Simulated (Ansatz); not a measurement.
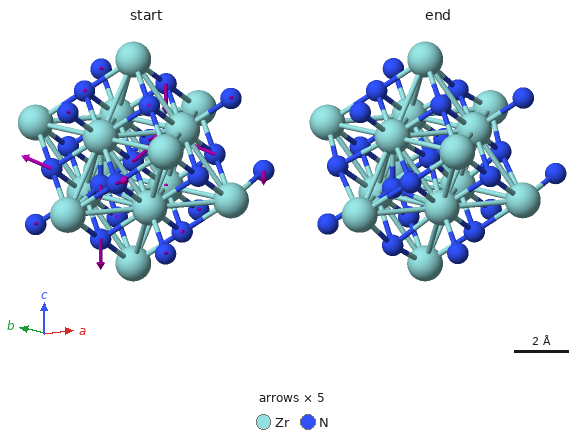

The structure of a defect cell of composition Zr8N9 before (left) and after (right) a relaxation, at one scale. The purple arrows give the displacements, magnified 5 times.

Style: ball-and-stick. Shown: the atoms within 5.0 Å of the atom that moves most (axes of the larger cell on standard axes (3 times the calculation's cell) (origin shifted)), from a free direction.

Case: N interstitial, charge +0, atoms relaxed. The atoms of the start lie slightly off their symmetric places, so part of the fall in energy undoes that.

These are results of DFT PBE, scalar-relativistic, plane waves, PAW in Ansatz 0.2.0, not measurements. (plane-wave cutoff 420 eV; k-point mesh 4 × 4 × 4; occupations gaussian; smearing width 0.1 eV; no spin polarisation; atoms relaxed in a fixed cell; force threshold 0.02 eV/Å; at most 60 steps)

Question: What changed between the two?

Answer: The largest moves, 0.25 Å, are those of N atoms. By element the largest moves are N 0.25 Å, Zr 0.02 Å. The cell stays as it was. Near-neighbour distances that change, for instance: N–Zr 2.297 → 2.455 Å, N–Zr 2.297 → 2.154 Å, N–Zr 1.868 → 1.999 Å, N–Zr 2.046 → 1.999 Å. Bond angles that change, for instance: Zr–N–Zr 180.0° → 170.3°, Zr–N–Zr 90.0° → 97.0°, Zr–N–Zr 90.0° → 83.4°. The energy falls by 2.734 eV per cell of the calculation in 4 accepted moves (5 points after the start). Largest force component: 3.2 eV/Å at the start, 0.0046 eV/Å at the end. 1 step only repeated the SCF at the same geometry. The run took 110 s on 4 threads of Arm Neoverse V2, on a shared host, peak memory 0.97 GiB.

Limits of the set-up: the cell has an odd number of electrons but was run without spin polarisation; the periodic images lie only 6.5 Å apart, so the values are limited by the cell's size.
